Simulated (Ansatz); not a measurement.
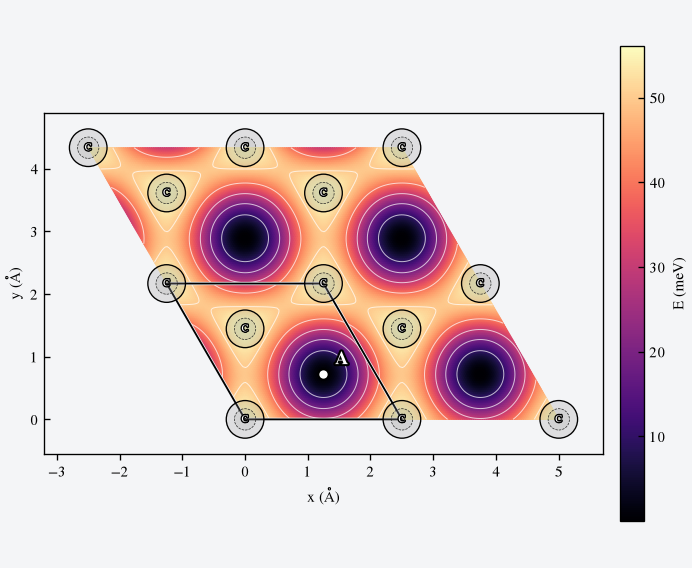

CO on a C(001) slab cut from the P6_3/mmc phase, its upper half relaxed before the scan (40 atoms of substrate and one adsorbate in a 2 × 2 cell). CO (O end down) is moved over the surface cell at a fixed height above a rigid substrate; the origin of the map has the adsorbate above C33; the height is held at 2.70 Å. Places are given modulo a cell vector. The map is drawn in real space over the plane of the surface. Grid: 6 × 6 points; 10 points were computed and 26 follow by symmetry. Places are given in fractions of the 1 × 1 surface cell. Energies are in meV, from the lowest grid point. At a fixed height the lowest place need not be the adsorption site. Theory: Ansatz 0.2.0, DFT PBE+D3(BJ), scalar-relativistic, plane waves, PAW. Settings: cutoff 420 eV, k-mesh 6×6×1, gaussian smearing 0.05 eV, no spin polarisation.

In the figure: a smooth colour map with a few white contour lines, labelled circles for the atoms of the top layer and small ones for the second layer, the outline of one cell of the 2 × 2 shown, the point A. Between grid points the surface is interpolated.

Q: Find the lowest pass out of the well at A.

A: The easiest path leads from the well at a sixfold hollow, (4/6, 2/6) of the cell vectors to its copy one period on. Its highest point lies about 50 meV above the bottom of the first well on the interpolated surface, at a bridge site between two C atoms, (4/6, 5/6) of the cell vectors. This is the barrier on the constrained surface; relaxing the other coordinates would change it.

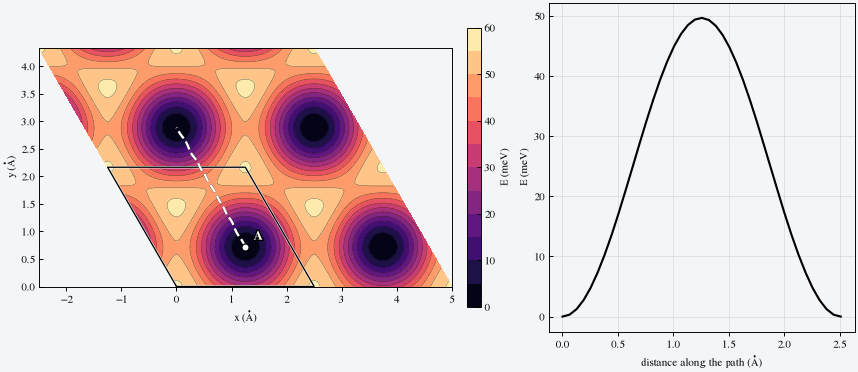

In the figure: filled contours, a line along the lowest path, the outline of one cell of the 2 × 2 shown, the energy along the path at the right. Between grid points the surface is interpolated.

PAW datasets: the set soft_1.
